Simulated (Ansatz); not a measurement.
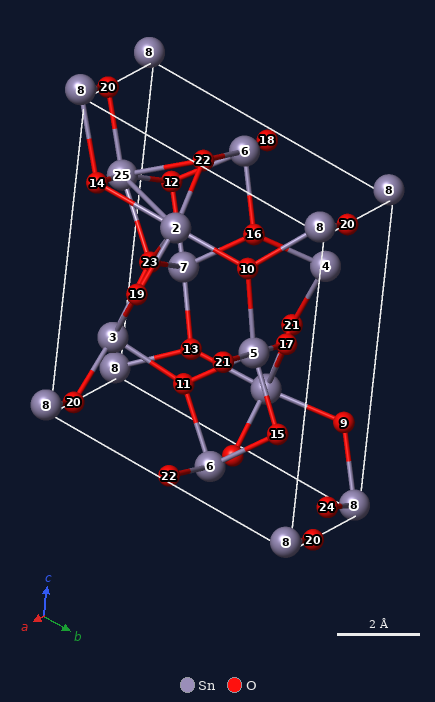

Figure 1. The structure as given in the input (ball-and-stick view of the cell of the calculation, seen slightly off an axis; atoms are numbered from 1 in the order of the input). An atom can appear more than once, as a periodic image.

**Geometry relaxation of Sn9O16 (charge +3) (part 1 of 3)**

The run: geometry relaxation of Sn9O16 (defect cell, 25 atoms in the cell, total charge +3). Method and program: DFT PBE, scalar-relativistic, plane waves, PAW, spin-polarised (Ansatz 0.2.0).

The structure derives from a Materials Project entry. It belongs to a series of runs on one base structure; here: Sn interstitial, charge +3, atoms relaxed at the host's cell. Figures and captions count atoms from 1; the log counts them from 0 in places.

**Output**
```
Engine: ansatz 0.2.0, aarch64-unknown-linux-gnu
Pseudopotentials: kind: paw
Pseudopotential: Sn, paw, valence charge 14, recommended cutoff 420 eV (normal), Sn.paw.azcp
Pseudopotential: O, paw, valence charge 6, recommended cutoff 420 eV (normal), O.paw.azcp
Functional definition: PBE
  parameter kappa = 0.804
  parameter beta = 0.06672455060314922
  exchange = pbe_x(kappa = kappa, mu = beta*pi^2/3)
  correlation = pbe_c(beta = beta)
Crystal: 25 atoms, lattice volume = 301.819 Å³
Basis set: ecut = 420 eV, 5921 PW (Γ), exchange–correlation on 96×96×108 points (8 copies of the dense FFT grid, shifted against one another)
Bands: 135, of which v1, the nominal top of the filled ones, is band 110 counted from 1 (109 counted from 0)
Symmetry: 1 space group operations
Space group: P1 (ITA 1), of the structure as read, at distance tolerance 6.7e-5 Å
Magnetic group: BNS 1.1 (UNI 1), of the structure as read, at distance tolerance 6.7e-5 Å
k-points: 14 of 27 (time reversal used)
Non-local potential: Sn, projectors of the file, l = 0: 2, l = 1: 2, l = 2: 2, l = 3: 2
Non-local potential: O, projectors of the file, l = 0: 2, l = 1: 2, l = 2: 1
PAW form: soft (Blöchl's): semilocal exchange-correlation on the pseudo side does not see the compensation charge
PAW one-centre angular grid: Sn, 590 points (default); XC on 64 Gauss nodes
PAW one-centre angular grid: O, 110 points (default); XC on 64 Gauss nodes
Initial density: superposition of atomic densities (chi_scale 0.1, normalization cell, long waves kept (reshape's long-wave potential 0.15 eV rms))
Starting moments: Σ|m| = 1 μB on 5 of 25 sites
Initial wavefunctions: pseudopotential atomic-orbital guess
Functional: x = pbe(κ = 0.804, μ = 0.2195149727645171), c = pbe(β = 0.06672455060314922)
SCF iter   1: F=—  HF=-63335.816153 eV  |F-HF|=—  |Δ(HF+E_count)|=         —  Δρ=5.50e-2 (↑5.08e-2 ↓5.50e-2)  dr2=2.46e1  dr2_m=1.22e-1  M=0.111 μB ∫|m|=0.221 μB  β_m=0.30  ethr=3.10e-3  ⟨swp⟩=5.0  Hψ=13738  notcnv=0  defer=272
preconditioner: auto → Resta (q_TF=auto, 2.586 Å⁻¹)  ε∞=3.5  [insulator: Δε(μ)=0.046 eV  Ē_g=20.156 eV  σ=0.010 eV  W_gap=0.50  n_scr=84 (ndim 8)  ℏωp=31.6 eV  f_vac=0.002  D(μ)=4.19/eV (n_scr^D=14)  ε∞_Penn≈3.5]
spin=Collinear: Resta preconditioning applied to the charge; magnetization (m = ρ↑ − ρ↓) channel mixes plain (no charge-response kernel on spin).
SCF iter   2: F=—  HF=-63330.343037 eV  |F-HF|=—  |Δ(HF+E_count)|=    5.47e0  Δρ=3.45e-2 (↑3.19e-2 ↓3.45e-2)  dr2=9.39e0  dr2_m=6.47e-2  M=0.105 μB ∫|m|=0.190 μB  β_m=0.30  ethr=3.10e-3  ⟨swp⟩=3.0  Hψ=7633  notcnv=0  defer=515
SCF iter   3: F=—  HF=-63327.162578 eV  |F-HF|=—  |Δ(HF+E_count)|=    3.18e0  Δρ=1.31e-2 (↑1.28e-2 ↓1.31e-2)  dr2=1.16e0  dr2_m=3.52e-2  M=0.097 μB ∫|m|=0.165 μB  β_m=0.30  ethr=3.10e-3  ⟨swp⟩=2.1  Hψ=6532  notcnv=0  defer=515
SCF iter   4: F=—  HF=-63326.808624 eV  |F-HF|=—  |Δ(HF+E_count)|=   3.54e-1  Δρ=4.34e-3 (↑4.34e-3 ↓3.73e-3)  dr2=8.40e-2  dr2_m=1.90e-2  M=0.110 μB ∫|m|=0.159 μB  β_m=0.30  ethr=5.31e-4  ⟨swp⟩=2.7  Hψ=7078  notcnv=0  defer=515
SCF iter   5: F=—  HF=-63326.816836 eV  |F-HF|=—  |Δ(HF+E_count)|=   8.21e-3  Δρ=2.93e-3 (↑2.93e-3 ↓2.63e-3)  dr2=3.38e-2  dr2_m=1.05e-2  M=0.107 μB ∫|m|=0.146 μB  β_m=0.30  ethr=3.84e-5  ⟨swp⟩=2.0  Hψ=3613  notcnv=0  defer=518
SCF iter   6: F=—  HF=-63326.839215 eV  |F-HF|=—  |Δ(HF+E_count)|=   2.24e-2  Δρ=1.72e-3 (↑1.49e-3 ↓1.72e-3)  dr2=3.26e-3  dr2_m=5.93e-3  M=0.099 μB ∫|m|=0.131 μB  β_m=0.30  ethr=1.55e-5  ⟨swp⟩=3.0  Hψ=6715  notcnv=0  defer=518
SCF iter   7: F=—  HF=-63326.840203 eV  |F-HF|=—  |Δ(HF+E_count)|=   9.88e-4  Δρ=1.14e-3 (↑1.14e-3 ↓1.14e-3)  dr2=6.48e-4  dr2_m=3.38e-3  M=0.095 μB ∫|m|=0.122 μB  β_m=0.30  ethr=1.49e-6  ⟨swp⟩=2.1  Hψ=5607  notcnv=0  defer=518
Mixer restart at iter 7: flushing history
spin-set hold released at iteration 7 (site moments contracting): the magnetisation degrees of freedom join the quasi-Newton model from the next iteration; the mixer history was flushed
SCF iter   8: F=—  HF=-63326.840587 eV  |F-HF|=—  |Δ(HF+E_count)|=   3.84e-4  Δρ=8.74e-4 (↑8.65e-4 ↓8.74e-4)  dr2=3.75e-4  dr2_m=1.95e-3  M=0.092 μB ∫|m|=0.113 μB  β_m=0.65  ethr=2.96e-7  ⟨swp⟩=2.5  Hψ=6426  notcnv=0  defer=518
SCF iter   9: F=—  HF=-63326.841614 eV  |F-HF|=—  |Δ(HF+E_count)|=   1.03e-3  Δρ=2.20e-4 (↑2.20e-4 ↓1.51e-4)  dr2=7.82e-5  dr2_m=7.80e-5  M=0.071 μB ∫|m|=0.081 μB  β_m=0.71  ethr=1.71e-7  ⟨swp⟩=2.5  Hψ=6617  notcnv=0  defer=518
SCF iter  10: F=—  HF=-63326.841706 eV  |F-HF|=—  |Δ(HF+E_count)|=   9.21e-5  Δρ=1.70e-4 (↑1.21e-4 ↓1.70e-4)  dr2=3.70e-5  dr2_m=5.07e-5  M=0.057 μB ∫|m|=0.064 μB  β_m=0.85  ethr=3.57e-8  ⟨swp⟩=2.5  Hψ=5916  notcnv=0  defer=518
SCF iter  11: F=—  HF=-63326.841791 eV  |F-HF|=—  |Δ(HF+E_count)|=   8.51e-5  Δρ=1.29e-4 (↑1.25e-4 ↓1.29e-4)  dr2=2.50e-5  dr2_m=3.81e-5  M=0.042 μB ∫|m|=0.047 μB  β_m=0.93  ethr=1.69e-8  ⟨swp⟩=2.2  Hψ=6426  notcnv=0  defer=518
SCF iter  12: F=—  HF=-63326.841852 eV  |F-HF|=—  |Δ(HF+E_count)|=   6.07e-5  Δρ=6.71e-5 (↑6.71e-5 ↓5.78e-5)  dr2=2.82e-5  dr2_m=3.12e-6  M=0.035 μB ∫|m|=0.038 μB  β_m=0.92  ethr=1.14e-8  ⟨swp⟩=2.8  Hψ=6615  notcnv=0  defer=518
SCF iter  13: F=—  HF=-63326.841852 eV  |F-HF|=—  |Δ(HF+E_count)|=   2.34e-7  Δρ=3.40e-5 (↑3.40e-5 ↓3.24e-5)  dr2=7.15e-6  dr2_m=9.35e-7  M=0.025 μB ∫|m|=0.027 μB  β_m=0.80  ethr=7.13e-9  ⟨swp⟩=18.4  Hψ=37016  notcnv=0
SCF iter  14: F=—  HF=-63326.841852 eV  |F-HF|=—  |Δ(HF+E_count)|=   2.62e-7  Δρ=1.47e-5 (↑1.11e-5 ↓1.47e-5)  dr2=9.07e-7  dr2_m=1.96e-7  M=0.027 μB ∫|m|=0.030 μB  β_m=0.73  ethr=3.26e-9  ⟨swp⟩=11.0  Hψ=29077  notcnv=0
SCF iter  15: F=-63326.841852 eV  HF=-63326.841852 eV  |F-HF|=2.82e-8  |Δ(HF+E_count)|=   1.38e-7  Δρ=3.17e-6 (↑3.17e-6 ↓2.38e-6)  dr2=4.15e-8  dr2_m=1.07e-8  M=0.029 μB ∫|m|=0.031 μB  ethr=4.14e-10  ⟨swp⟩=10.3  Hψ=26770  notcnv=0
SCF 1 converged in 15 iterations: F = -63326.841852 eV  dr2 = 4.15e-8
  greatest PAW one-centre occupation: 0.996 electrons in one spin orbital (limit 2), on the Sn atom at site 4 (counted from 0), in its partial waves of l = 2
relax step   1: F+E_penalty+E_count = -63326.84185210 eV  Δ(F+E_penalty+E_count) = +0.000e0 eV  max|allowed force component| = 1.324e0 eV/Å  Δτ_max = 0.0000 Å  (15 SCF iters, dr2 threshold 1.56e-5 eV, accepted)
Initial density: handed on by an earlier stage of this run
Starting moments: Σ|m| = 1 μB on 5 of 25 sites; this step starts from the density that it was given
Initial wavefunctions: those handed on with the density
iter 1 solved again at ethr=1.43e-4 eV; its pass at ethr=3.10e-3 eV (dr2=3.13e-1 eV) is discarded
SCF iter   1: F=—  HF=-63327.375728 eV  |F-HF|=—  |Δ(HF+E_count)|=         —  Δρ=6.96e-3 (↑6.21e-3 ↓6.96e-3)  dr2=3.21e-1  dr2_m=4.47e-3  M=0.025 μB ∫|m|=0.042 μB  β_m=0.30  ethr=1.43e-4  ⟨swp⟩=1.2  Hψ=12542  notcnv=0  defer=507
preconditioner: auto → Resta (q_TF=auto, 2.586 Å⁻¹)  ε∞=3.7  [insulator: Δε(μ)=0.140 eV  Ē_g=19.325 eV  σ=0.010 eV  W_gap=0.58  n_scr=84 (ndim 8)  ℏωp=31.6 eV  f_vac=0.039  D(μ)=5.67/eV (n_scr^D=34)  ε∞_Penn≈3.7]
spin=Collinear: Resta preconditioning applied to the charge; magnetization (m = ρ↑ − ρ↓) channel mixes plain (no charge-response kernel on spin).
SCF iter   2: F=—  HF=-63327.308114 eV  |F-HF|=—  |Δ(HF+E_count)|=   6.76e-2  Δρ=4.63e-3 (↑4.11e-3 ↓4.63e-3)  dr2=1.25e-1  dr2_m=2.42e-3  M=0.024 μB ∫|m|=0.037 μB  β_m=0.54  ethr=1.43e-4  ⟨swp⟩=2.0  Hψ=6546  notcnv=0  defer=507
SCF iter   3: F=—  HF=-63327.272622 eV  |F-HF|=—  |Δ(HF+E_count)|=   3.55e-2  Δρ=1.00e-3 (↑1.00e-3 ↓9.74e-4)  dr2=8.08e-3  dr2_m=1.56e-4  M=0.021 μB ∫|m|=0.024 μB  β_m=0.57  ethr=5.72e-5  ⟨swp⟩=3.0  Hψ=6688  notcnv=0  defer=507
SCF iter   4: F=—  HF=-63327.272066 eV  |F-HF|=—  |Δ(HF+E_count)|=   5.56e-4  Δρ=4.18e-4 (↑4.18e-4 ↓4.06e-4)  dr2=1.60e-3  dr2_m=2.25e-5  M=0.020 μB ∫|m|=0.022 μB  β_m=0.63  ethr=3.69e-6  ⟨swp⟩=2.1  Hψ=6001  notcnv=0  defer=507
SCF iter   5: F=—  HF=-63327.272088 eV  |F-HF|=—  |Δ(HF+E_count)|=   2.21e-5  Δρ=1.21e-4 (↑1.21e-4 ↓1.09e-4)  dr2=1.50e-4  dr2_m=1.40e-6  M=0.018 μB ∫|m|=0.019 μB  β_m=0.71  ethr=7.33e-7  ⟨swp⟩=2.0  Hψ=4984  notcnv=0  defer=507
iter 6 did not close the SCF: its close was put off for a magnetic moment that had not settled (scf_convergence_deferred on its scf_iter line)
SCF iter   6: F=-63327.272057 eV  HF=-63327.272109 eV  |F-HF|=5.18e-5  |Δ(HF+E_count)|=   2.08e-5  Δρ=8.18e-5 (↑8.01e-5 ↓8.18e-5)  dr2=6.86e-5  dr2_m=4.43e-7  M=0.016 μB ∫|m|=0.017 μB  β_m=0.60  ethr=4.57e-8  ⟨swp⟩=17.9  Hψ=35025  notcnv=0
iter 7 did not close the SCF: its close was put off for a magnetic moment that had not settled (scf_convergence_deferred on its scf_iter line)
SCF iter   7: F=-63327.272103 eV  HF=-63327.272100 eV  |F-HF|=2.63e-6  |Δ(HF+E_count)|=   9.20e-6  Δρ=2.09e-5 (↑1.85e-5 ↓2.09e-5)  dr2=2.48e-6  dr2_m=3.89e-7  M=0.015 μB ∫|m|=0.016 μB  β_m=0.80  ethr=3.13e-8  ⟨swp⟩=11.0  Hψ=30164  notcnv=0
iter 8 did not close the SCF: its close was put off for a magnetic moment that had not settled (scf_convergence_deferred on its scf_iter line)
SCF iter   8: F=-63327.272103 eV  HF=-63327.272104 eV  |F-HF|=7.57e-7  |Δ(HF+E_count)|=   3.64e-6  Δρ=1.77e-5 (↑1.77e-5 ↓1.24e-5)  dr2=1.51e-6  dr2_m=2.54e-7  M=0.013 μB ∫|m|=0.015 μB  β_m=0.76  ethr=1.13e-9  ⟨swp⟩=9.1  Hψ=27536  notcnv=0
SCF iter   9: F=-63327.272104 eV  HF=-63327.272104 eV  |F-HF|=9.70e-8  |Δ(HF+E_count)|=   3.56e-7  Δρ=1.09e-5 (↑9.14e-6 ↓1.09e-5)  dr2=3.16e-7  dr2_m=2.02e-7  M=0.012 μB ∫|m|=0.013 μB  ethr=6.91e-10  ⟨swp⟩=8.9  Hψ=27009  notcnv=0
the starting moments were not kept: the SCF closed with an absolute magnetisation of 1.3e-2 μB, where they sum to 1 μB in size (5 sites). That is at most 0.1 of that sum. Measured as dr2_m measures the in/out step, that magnetisation stands 1.7e-5 eV from none, at or under the dr2_threshold of 1.0e-4 eV: it is no larger than a step whose dr2_m would equal this threshold.
SCF 2 converged in 9 iterations: F = -63327.272104 eV  dr2 = 3.16e-7
[... from here on the iterations of each SCF are left out, up to the last one ...]
relax step   2: F+E_penalty+E_count = -63327.27210380 eV  Δ(F+E_penalty+E_count) = -4.303e-1 eV  max|allowed force component| = 7.395e-1 eV/Å  Δτ_max = 0.1257 Å  (9 SCF iters, dr2 threshold 1.00e-4 eV, accepted)
preconditioner: auto → Resta (q_TF=auto, 2.586 Å⁻¹)  ε∞=3.7  [insulator: Δε(μ)=0.159 eV  Ē_g=19.408 eV  σ=0.010 eV  W_gap=0.66  n_scr=84 (ndim 8)  ℏωp=31.6 eV  f_vac=0.041  D(μ)=6.37/eV (n_scr^D=36)  ε∞_Penn≈3.7]
spin=Collinear: Resta preconditioning applied to the charge; magnetization (m = ρ↑ − ρ↓) channel mixes plain (no charge-response kernel on spin).
the starting moments were not kept: the SCF closed with an absolute magnetisation of 7.5e-4 μB, where they sum to 1 μB in size (5 sites). That is at most 0.1 of that sum. Measured as dr2_m measures the in/out step, that magnetisation stands 3.5e-8 eV from none, at or under the dr2_threshold of 3.4e-5 eV: it is no larger than a step whose dr2_m would equal this threshold.
SCF 3 converged in 7 iterations: F = -63327.640620 eV  dr2 = 5.03e-6
relax step   3: F+E_penalty+E_count = -63327.64062026 eV  Δ(F+E_penalty+E_count) = -3.685e-1 eV  max|allowed force component| = 4.784e-1 eV/Å  Δτ_max = 0.2000 Å  (7 SCF iters, dr2 threshold 3.42e-5 eV, accepted)
preconditioner: auto → Resta (q_TF=auto, 2.586 Å⁻¹)  ε∞=3.7  [insulator: Δε(μ)=0.173 eV  Ē_g=19.423 eV  σ=0.010 eV  W_gap=0.75  n_scr=84 (ndim 8)  ℏωp=31.6 eV  f_vac=0.040  D(μ)=6.66/eV (n_scr^D=36)  ε∞_Penn≈3.7]
spin=Collinear: Resta preconditioning applied to the charge; magnetization (m = ρ↑ − ρ↓) channel mixes plain (no charge-response kernel on spin).
the starting moments were not kept: the SCF closed with an absolute magnetisation of 5.9e-5 μB, where they sum to 1 μB in size (5 sites). That is at most 0.1 of that sum. Measured as dr2_m measures the in/out step, that magnetisation stands 3.1e-10 eV from none, at or under the dr2_threshold of 7.1e-5 eV: it is no larger than a step whose dr2_m would equal this threshold.
SCF 4 converged in 6 iterations: F = -63327.726037 eV  dr2 = 7.05e-5
relax step   4: F+E_penalty+E_count = -63327.72603652 eV  Δ(F+E_penalty+E_count) = -8.542e-2 eV  max|allowed force component| = 1.604e-1 eV/Å  Δτ_max = 0.1836 Å  (6 SCF iters, dr2 threshold 7.14e-5 eV, accepted)
preconditioner: auto → Resta (q_TF=auto, 2.586 Å⁻¹)  ε∞=3.7  [insulator: Δε(μ)=0.170 eV  Ē_g=19.415 eV  σ=0.010 eV  W_gap=0.75  n_scr=84 (ndim 8)  ℏωp=31.6 eV  f_vac=0.040  D(μ)=6.66/eV (n_scr^D=36)  ε∞_Penn≈3.7]
spin=Collinear: Resta preconditioning applied to the charge; magnetization (m = ρ↑ − ρ↓) channel mixes plain (no charge-response kernel on spin).
the starting moments were not kept: the SCF closed with an absolute magnetisation of 1.3e-5 μB, where they sum to 1 μB in size (5 sites). That is at most 0.1 of that sum. Measured as dr2_m measures the in/out step, that magnetisation stands 1.2e-11 eV from none, at or under the dr2_threshold of 2.9e-6 eV: it is no larger than a step whose dr2_m would equal this threshold.
SCF 5 converged in 6 iterations: F = -63327.729718 eV  dr2 = 1.73e-6
relax step   5: F+E_penalty+E_count = -63327.72971786 eV  Δ(F+E_penalty+E_count) = -3.681e-3 eV  max|allowed force component| = 2.427e-2 eV/Å  Δτ_max = 0.0205 Å  (6 SCF iters, dr2 threshold 2.89e-6 eV, accepted)
iter 1 solved again at ethr=7.89e-10 eV; its pass at ethr=3.10e-3 eV (dr2=1.73e-6 eV) is discarded
SCF iter   1: F=—  HF=-63327.729719 eV  |F-HF|=—  |Δ(HF+E_count)|=         —  Δρ=1.28e-5 (↑1.27e-5 ↓1.28e-5)  dr2=1.73e-6  dr2_m=3.18e-10  M=0.000 μB ∫|m|=0.000 μB  β_m=0.30  ethr=7.89e-10  ⟨swp⟩=1.0  Hψ=8960  notcnv=0
preconditioner: auto → Resta (q_TF=auto, 2.586 Å⁻¹)  ε∞=3.7  [insulator: Δε(μ)=0.171 eV  Ē_g=19.414 eV  σ=0.010 eV  W_gap=0.75  n_scr=84 (ndim 8)  ℏωp=31.6 eV  f_vac=0.040  D(μ)=6.66/eV (n_scr^D=36)  ε∞_Penn≈3.7]
spin=Collinear: Resta preconditioning applied to the charge; magnetization (m = ρ↑ − ρ↓) channel mixes plain (no charge-response kernel on spin).
SCF iter   2: F=—  HF=-63327.729719 eV  |F-HF|=—  |Δ(HF+E_count)|=   2.11e-7  Δρ=4.44e-6 (↑4.34e-6 ↓4.44e-6)  dr2=2.48e-7  dr2_m=1.67e-10  M=0.000 μB ∫|m|=0.000 μB  β_m=0.36  ethr=7.89e-10  ⟨swp⟩=2.0  Hψ=4250  notcnv=0
SCF iter   3: F=—  HF=-63327.729719 eV  |F-HF|=—  |Δ(HF+E_count)|=   8.32e-8  Δρ=2.54e-6 (↑2.51e-6 ↓2.54e-6)  dr2=1.01e-7  dr2_m=5.92e-11  M=0.000 μB ∫|m|=0.000 μB  β_m=0.68  ethr=4.57e-11  ⟨swp⟩=8.6  Hψ=21945  notcnv=0
SCF iter   4: F=-63327.729719 eV  HF=-63327.729719 eV  |F-HF|=1.30e-8  |Δ(HF+E_count)|=   1.09e-7  Δρ=1.66e-6 (↑1.65e-6 ↓1.66e-6)  dr2=3.09e-8  dr2_m=6.35e-13  M=0.000 μB ∫|m|=0.000 μB  ethr=4.57e-11  ⟨swp⟩=9.1  Hψ=22909  notcnv=0
the starting moments were not kept: the SCF closed with an absolute magnetisation of 1.8e-6 μB, where they sum to 1 μB in size (5 sites). That is at most 0.1 of that sum. Measured as dr2_m measures the in/out step, that magnetisation stands 2.1e-13 eV from none, at or under the dr2_threshold of 1.0e-7 eV: it is no larger than a step whose dr2_m would equal this threshold.
SCF 6 converged in 4 iterations: F = -63327.729719 eV  dr2 = 3.09e-8
relax step   6: F+E_penalty+E_count = -63327.72971892 eV  Δ(F+E_penalty+E_count) = -1.060e-6 eV  max|allowed force component| = 2.452e-2 eV/Å  Δτ_max = 0.0000 Å  (4 SCF iters, accepted)
```

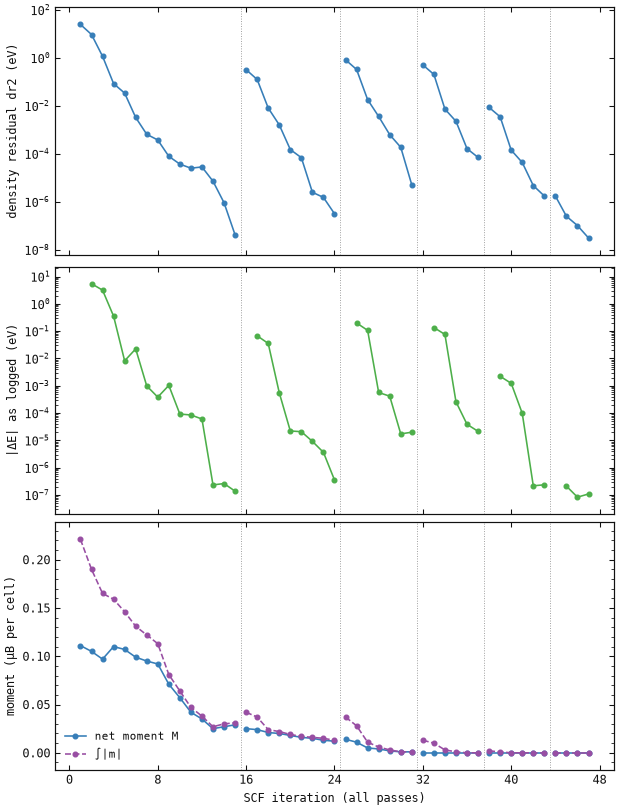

Figure 2. Convergence of the self-consistent field: density residual dr2, size of the energy change and magnetic moment against the SCF iteration. The dotted lines part the SCF passes of the relaxation: geometry steps, rejected trials and re-solves on a re-selected basis. The 6 passes take 4 to 15 iterations each, 47 in all. The net moment goes from 0.1 to 0.0 μB per cell, and ∫|m| falls to zero.

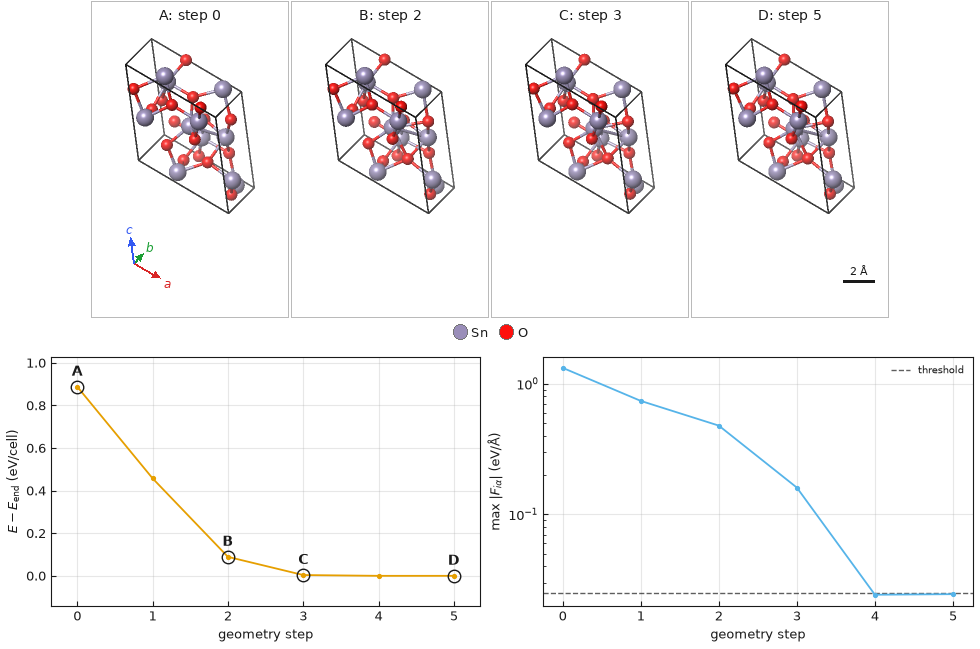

Figure 3. Frames of the relaxation (ball-and-stick view of the cell of the calculation (origin shifted), seen slightly off an axis) above the curves, on which the letters mark them (the first geometry is step 0 here and step 1 in the log).

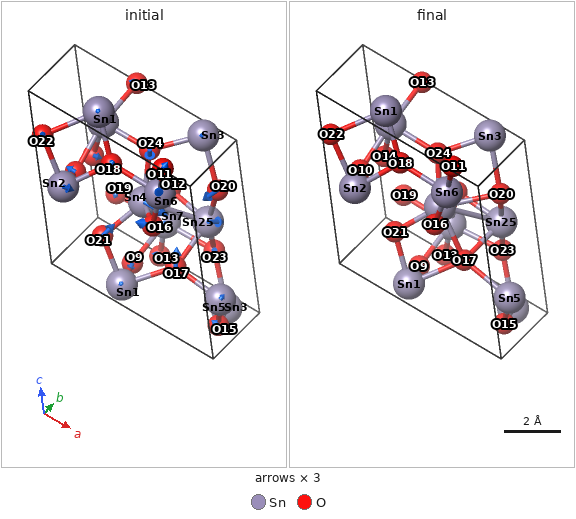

Figure 4. Before (left) and after (right) the relaxation, at one scale (ball-and-stick view of the cell of the calculation (origin shifted), seen slightly off an axis). The blue arrows give the displacements, magnified 3 times. Sn4 moves most: 0.34 Å. By element the largest moves are Sn 0.34 Å, O 0.29 Å. The cell stays as it was. Among the contacts that change: Sn4–O20 2.737 → 2.253 Å, Sn4–O17 2.720 → 2.253 Å, Sn4–O12 2.564 → 2.284 Å, O22–Sn25 2.305 → 2.131 Å. Among the angles that change: O12–Sn4–O16 145.8° → 168.7°, O16–Sn4–Sn25 101.2° → 123.8°, O21–Sn4–O24 137.4° → 119.4°. Over 5 geometry steps the energy falls by 0.888 eV per cell of the calculation. Largest force component: 1.3 eV/Å at the start, 0.025 eV/Å at the end. (Atoms are counted from 1 in the order of the input.)
